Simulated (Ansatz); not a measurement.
**Single-point calculation of In₆₄P₆₄ (part 2 of 2)**

The same run, continued: In₆₄P₆₄ (F-43m, 128 atoms in the cell); DFT, HSE06, PAW, plane waves (Ansatz 0.2.0); cutoff 420 eV, 1×1×1 k-mesh, Fermi–Dirac smearing of 0.01 eV. The structure was built on a prototype by a generator.

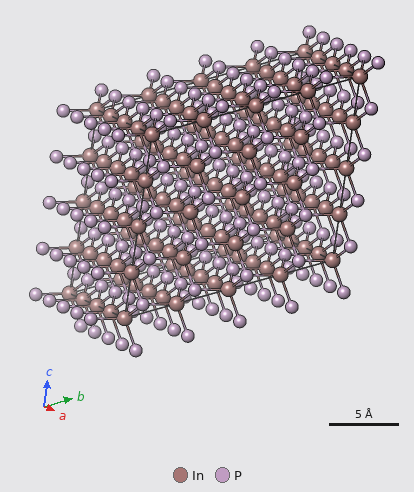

Figure 1. The input geometry (ball-and-stick view of the cell of the calculation, seen slightly off an axis; bonded neighbours outside the cell are drawn too).

Output, continued:
```
--- Per-component energies (eV) ---
  E_band       = -5238.062991
  E_kinetic    = 20087.762329
  E_local      = -89911.895026  (includes V_loc(G=0)·N_el)
  E_nonlocal   = 25680.555236
  E_hartree    = 35561.462096
  E_xc         = -14126.812876
  E_vxc        = -8213.489352  (∫ρ·V_xc dr)
  E_exx        = -2592.136558  (= α·E_x^exact, valence–valence)
  E_paw        = -303766.381519  (= ΣΔE_a)
  E_vpaw       = -18819.616573  (= ΣTr[D̂ρ^β])
  E_aug_tail   = 0.001920  (compensation charges beyond the density's cutoff)
  E_ewald      = -77899.248393
  E_core_change = 27.876901  (= ΣΔE_core)
  E_smearing   = -0.000000  (= −TS)
  E_closure    = -0.000130  (closes the sum)
  Σ components = -406938.816023   (vs F -406938.816023, Δ=5.82e-11)
--- Forces (eV/Å), atoms counted from 1 ---
  atom   1  In    -0.00000000     0.00000000    -0.00000000
  atom   2  In    -0.00000000    -0.00000000    -0.00000000
  atom   3  In    -0.00000000     0.00000000    -0.00000000
  atom   4  In     0.00000000    -0.00000000     0.00000000
  atom   5  In    -0.00000000    -0.00000000     0.00000000
  atom   6  In    -0.00000000     0.00000000    -0.00000000
  atom   7  In    -0.00000000    -0.00000000    -0.00000000
  atom   8  In     0.00000000     0.00000000     0.00000000
  atom   9  In    -0.00000000     0.00000000     0.00000000
  atom  10  In    -0.00000000     0.00000000     0.00000000
  atom  11  In    -0.00000000     0.00000000     0.00000000
  atom  12  In    -0.00000000     0.00000000     0.00000000
  atom  13  In     0.00000000     0.00000000     0.00000000
  atom  14  In    -0.00000000    -0.00000000     0.00000000
  atom  15  In    -0.00000000     0.00000000     0.00000000
  atom  16  In     0.00000000    -0.00000000     0.00000000
  atom  17  In     0.00000000    -0.00000000    -0.00000000
  atom  18  In    -0.00000000     0.00000000    -0.00000000
  atom  19  In    -0.00000000    -0.00000000    -0.00000000
  atom  20  In    -0.00000000     0.00000000     0.00000000
  atom  21  In    -0.00000000     0.00000000     0.00000000
  atom  22  In    -0.00000000     0.00000000     0.00000000
  atom  23  In    -0.00000000    -0.00000000    -0.00000000
  atom  24  In    -0.00000000     0.00000000     0.00000000
  atom  25  In    -0.00000000     0.00000000     0.00000000
  atom  26  In     0.00000000     0.00000000     0.00000000
  atom  27  In    -0.00000000    -0.00000000     0.00000000
  atom  28  In     0.00000000    -0.00000000    -0.00000000
  atom  29  In    -0.00000000    -0.00000000    -0.00000000
  atom  30  In    -0.00000000     0.00000000     0.00000000
  atom  31  In    -0.00000000     0.00000000     0.00000000
  atom  32  In     0.00000000    -0.00000000     0.00000000
  atom  33  In    -0.00000000     0.00000000     0.00000000
  atom  34  In    -0.00000000    -0.00000000    -0.00000000
  atom  35  In    -0.00000000     0.00000000    -0.00000000
  atom  36  In     0.00000000    -0.00000000     0.00000000
  atom  37  In    -0.00000000     0.00000000     0.00000000
  atom  38  In    -0.00000000     0.00000000     0.00000000
  atom  39  In    -0.00000000     0.00000000     0.00000000
  atom  40  In     0.00000000     0.00000000     0.00000000
  atom  41  In    -0.00000000     0.00000000     0.00000000
  atom  42  In    -0.00000000    -0.00000000    -0.00000000
  atom  43  In     0.00000000    -0.00000000    -0.00000000
  atom  44  In    -0.00000000    -0.00000000     0.00000000
  atom  45  In     0.00000000     0.00000000     0.00000000
  atom  46  In    -0.00000000    -0.00000000     0.00000000
  atom  47  In    -0.00000000    -0.00000000    -0.00000000
  atom  48  In    -0.00000000    -0.00000000     0.00000000
  atom  49  In    -0.00000000     0.00000000     0.00000000
  atom  50  In     0.00000000     0.00000000     0.00000000
  atom  51  In    -0.00000000     0.00000000     0.00000000
  atom  52  In    -0.00000000     0.00000000     0.00000000
  atom  53  In    -0.00000000    -0.00000000     0.00000000
  atom  54  In     0.00000000     0.00000000    -0.00000000
  atom  55  In    -0.00000000    -0.00000000     0.00000000
  atom  56  In     0.00000000    -0.00000000     0.00000000
  atom  57  In    -0.00000000     0.00000000     0.00000000
  atom  58  In    -0.00000000     0.00000000     0.00000000
  atom  59  In    -0.00000000     0.00000000     0.00000000
  atom  60  In    -0.00000000     0.00000000    -0.00000000
  atom  61  In    -0.00000000     0.00000000    -0.00000000
  atom  62  In     0.00000000     0.00000000     0.00000000
  atom  63  In    -0.00000000     0.00000000    -0.00000000
  atom  64  In     0.00000000    -0.00000000    -0.00000000
  atom  65  P     -0.00000000     0.00000000    -0.00000000
  atom  66  P     -0.00000000     0.00000000     0.00000000
  atom  67  P     -0.00000000    -0.00000000    -0.00000000
  atom  68  P     -0.00000000     0.00000000     0.00000000
  atom  69  P      0.00000000    -0.00000000     0.00000000
  atom  70  P     -0.00000000    -0.00000000     0.00000000
  atom  71  P     -0.00000000    -0.00000000     0.00000000
  atom  72  P     -0.00000000    -0.00000000    -0.00000000
  atom  73  P     -0.00000000    -0.00000000    -0.00000000
  atom  74  P     -0.00000000    -0.00000000    -0.00000000
  atom  75  P      0.00000000    -0.00000000     0.00000000
  atom  76  P     -0.00000000    -0.00000000     0.00000000
  atom  77  P     -0.00000000    -0.00000000     0.00000000
  atom  78  P      0.00000000    -0.00000000    -0.00000000
  atom  79  P     -0.00000000    -0.00000000     0.00000000
  atom  80  P      0.00000000    -0.00000000     0.00000000
  atom  81  P      0.00000000     0.00000000     0.00000000
  atom  82  P      0.00000000    -0.00000000     0.00000000
  atom  83  P     -0.00000000    -0.00000000     0.00000000
  atom  84  P      0.00000000    -0.00000000     0.00000000
  atom  85  P     -0.00000000     0.00000000     0.00000000
  atom  86  P      0.00000000    -0.00000000    -0.00000000
  atom  87  P     -0.00000000    -0.00000000     0.00000000
  atom  88  P      0.00000000    -0.00000000     0.00000000
  atom  89  P     -0.00000000    -0.00000000     0.00000000
  atom  90  P      0.00000000     0.00000000    -0.00000000
  atom  91  P     -0.00000000     0.00000000    -0.00000000
  atom  92  P     -0.00000000    -0.00000000    -0.00000000
  atom  93  P     -0.00000000    -0.00000000    -0.00000000
  atom  94  P     -0.00000000    -0.00000000     0.00000000
  atom  95  P     -0.00000000    -0.00000000     0.00000000
  atom  96  P     -0.00000000     0.00000000     0.00000000
  atom  97  P     -0.00000000     0.00000000    -0.00000000
  atom  98  P     -0.00000000     0.00000000     0.00000000
  atom  99  P     -0.00000000    -0.00000000     0.00000000
  atom 100  P     -0.00000000    -0.00000000     0.00000000
  atom 101  P     -0.00000000     0.00000000    -0.00000000
  atom 102  P     -0.00000000     0.00000000    -0.00000000
  atom 103  P     -0.00000000    -0.00000000     0.00000000
  atom 104  P     -0.00000000    -0.00000000    -0.00000000
  atom 105  P     -0.00000000     0.00000000    -0.00000000
  atom 106  P     -0.00000000    -0.00000000     0.00000000
  atom 107  P      0.00000000     0.00000000    -0.00000000
  atom 108  P     -0.00000000     0.00000000     0.00000000
  atom 109  P     -0.00000000    -0.00000000     0.00000000
  atom 110  P     -0.00000000    -0.00000000     0.00000000
  atom 111  P     -0.00000000    -0.00000000    -0.00000000
  atom 112  P      0.00000000    -0.00000000     0.00000000
  atom 113  P     -0.00000000     0.00000000     0.00000000
  atom 114  P     -0.00000000     0.00000000     0.00000000
  atom 115  P     -0.00000000     0.00000000     0.00000000
  atom 116  P     -0.00000000    -0.00000000     0.00000000
  atom 117  P     -0.00000000    -0.00000000     0.00000000
  atom 118  P     -0.00000000    -0.00000000     0.00000000
  atom 119  P      0.00000000    -0.00000000    -0.00000000
  atom 120  P     -0.00000000    -0.00000000     0.00000000
  atom 121  P     -0.00000000     0.00000000     0.00000000
  atom 122  P     -0.00000000     0.00000000    -0.00000000
  atom 123  P     -0.00000000    -0.00000000     0.00000000
  atom 124  P      0.00000000    -0.00000000    -0.00000000
  atom 125  P      0.00000000    -0.00000000     0.00000000
  atom 126  P     -0.00000000    -0.00000000     0.00000000
  atom 127  P     -0.00000000    -0.00000000     0.00000000
  atom 128  P     -0.00000000     0.00000000     0.00000000
  max |Σ_I F_I| component: 1.17e-21 eV/Å
--- Band table (eV) ---
  k-point 0: bands = ["-9.6197", "-9.6197", "-9.6197", "-9.5872", "-9.5872", "-9.5872", "-9.5872", "-9.5872", "-9.5872", "-9.5778", ... 494 levels left out ..., "4.6131", "4.6131", "4.6131", "4.6131", "4.6131", "4.6131", "4.6131", "4.6131", "4.6131", "4.6131", "4.6131", "4.6131", "4.6131", "4.6131", "4.6131", "4.6131", "4.6131", "4.6131", "4.6131", "4.6131", "4.6131", "4.9771", "4.9771", "4.9771", "4.9771", "4.9771", "4.9771", "4.9771", "4.9771",
      "4.9771", "4.9771", "4.9771", "4.9771", "5.3865", "5.3865", "5.3865", "5.3865", "5.3865", "5.3865", "5.3865", "5.3865", "5.3865", "5.3865", "5.3865", "5.3865", "5.4393", "5.4393", "5.4393", "5.4393", "5.4393", "5.4393", "5.4393", "5.4393", "5.8922", "5.8922", "5.8922", "5.8922", "5.8922", "5.8922", "5.8922", "5.8922", "5.8922", "5.8922", "5.8922", "5.8922", "5.8922", "5.8922", "5.8922", "5.8922",
      "6.4866", "6.4866", "6.4866", "7.9708", "8.7406", "8.7406", "8.7406", "8.7406", "8.8726", "8.8726", "8.8726", "9.0596", "9.0596", "9.0596", "9.0596", "9.0596", "9.0596", "9.0596", "9.0596", "9.4895", "9.4895", "9.4895", "9.6911", "9.6911", "9.6911", "9.6911", "9.6911", "9.6911", "9.7696", "9.7696", "9.7696", "9.7696", "9.7696", "9.7696", "9.7696", "9.7696", "9.7696", "9.7696", "9.7696", "9.7696",
      "9.7696", "9.7696", "9.7696", "9.7696", "9.7696", "9.7696", "9.7696", "9.7696", "9.7696", "9.7696", "9.7696", "9.7696", "10.3202", "10.3202", "10.3202", "10.3202", "10.3202", "10.3202", "10.3202", "10.3202", "10.3202", "10.3202", "10.3202", "10.3202", "10.4338", "10.4338", "10.4338", "10.4338", "10.4338", "10.4338", "11.3994", "11.3994", "11.3994", "11.5288", "11.5288", "11.5288", "11.5288", "11.5288", "11.5288", "11.7635",
      "11.7635", "11.7635", "11.7635", "11.7635", "11.7635", "11.7635", "11.7635", "11.7635", "11.7635", "11.7635", "11.7635", "11.7635", "11.7635", "11.7635", "11.7635", "11.7635", "11.7635", "11.7635", "11.7635", "11.7635", "11.7635", "11.7635", "11.7635", "11.8561", "11.8561", "11.8561", "11.8561", "11.8561", "11.8561", "12.1340", "12.1340", "12.1340", "12.1340", "12.1340", "12.1340", "12.1340", "12.1340", "12.1420", "12.1420", "12.1420",
      "12.1420", "12.1420", "12.1420", "12.1420", "12.1420", "12.1420", "12.1420", "12.1420", "12.1420", "12.1420", "12.1420"]
--- Löwdin populations: 128 sites ---
  site symbol       q [e]
     0     In     12.6343
     1     In     12.6343
     2     In     12.6343
     3     In     12.6343
     4     In     12.6343
     5     In     12.6343
     6     In     12.6343
     7     In     12.6343
     8     In     12.6343
     9     In     12.6343
    10     In     12.6343
    11     In     12.6343
    12     In     12.6343
    13     In     12.6343
    14     In     12.6343
    15     In     12.6343
    16     In     12.6343
    17     In     12.6343
    18     In     12.6343
    19     In     12.6343
    20     In     12.6343
    21     In     12.6343
    22     In     12.6343
    23     In     12.6343
    24     In     12.6343
    25     In     12.6343
    26     In     12.6343
    27     In     12.6343
    28     In     12.6343
    29     In     12.6343
    30     In     12.6343
    31     In     12.6343
    32     In     12.6343
    33     In     12.6343
    34     In     12.6343
    35     In     12.6343
    36     In     12.6343
    37     In     12.6343
    38     In     12.6343
    39     In     12.6343
    40     In     12.6343
    41     In     12.6343
    42     In     12.6343
    43     In     12.6343
    44     In     12.6343
    45     In     12.6343
    46     In     12.6343
    47     In     12.6343
    48     In     12.6343
    49     In     12.6343
    50     In     12.6343
    51     In     12.6343
    52     In     12.6343
    53     In     12.6343
    54     In     12.6343
    55     In     12.6343
    56     In     12.6343
    57     In     12.6343
    58     In     12.6343
    59     In     12.6343
    60     In     12.6343
    61     In     12.6343
    62     In     12.6343
    63     In     12.6343
    64      P      5.3219
    65      P      5.3219
    66      P      5.3219
    67      P      5.3219
    68      P      5.3219
    69      P      5.3219
    70      P      5.3219
    71      P      5.3219
    72      P      5.3219
    73      P      5.3219
    74      P      5.3219
    75      P      5.3219
    76      P      5.3219
    77      P      5.3219
    78      P      5.3219
    79      P      5.3219
    80      P      5.3219
    81      P      5.3219
    82      P      5.3219
    83      P      5.3219
    84      P      5.3219
    85      P      5.3219
    86      P      5.3219
    87      P      5.3219
    88      P      5.3219
    89      P      5.3219
    90      P      5.3219
    91      P      5.3219
    92      P      5.3219
    93      P      5.3219
    94      P      5.3219
    95      P      5.3219
    96      P      5.3219
    97      P      5.3219
    98      P      5.3219
    99      P      5.3219
   100      P      5.3219
   101      P      5.3219
   102      P      5.3219
   103      P      5.3219
   104      P      5.3219
   105      P      5.3219
   106      P      5.3219
   107      P      5.3219
   108      P      5.3219
   109      P      5.3219
   110      P      5.3219
   111      P      5.3219
   112      P      5.3219
   113      P      5.3219
   114      P      5.3219
   115      P      5.3219
   116      P      5.3219
   117      P      5.3219
   118      P      5.3219
   119      P      5.3219
   120      P      5.3219
   121      P      5.3219
   122      P      5.3219
   123      P      5.3219
   124      P      5.3219
   125      P      5.3219
   126      P      5.3219
   127      P      5.3219
  spilling = 0.002434 (of n_electrons = 1152.000000)
```

Summary:

| quantity | value |
| --- | --- |
| outcome | converged |
| space group (tolerance 0.01 Å) | F-43m (216) |
| electrons treated | 1152 |
| free energy | −406938.8160 eV |
| Fermi energy | 7.234 eV |
| largest force (length of the vector) | under 0.001 eV/Å |
| wall time | 4.1 min (CPU time 17 min) |
| peak memory | 13 GiB |
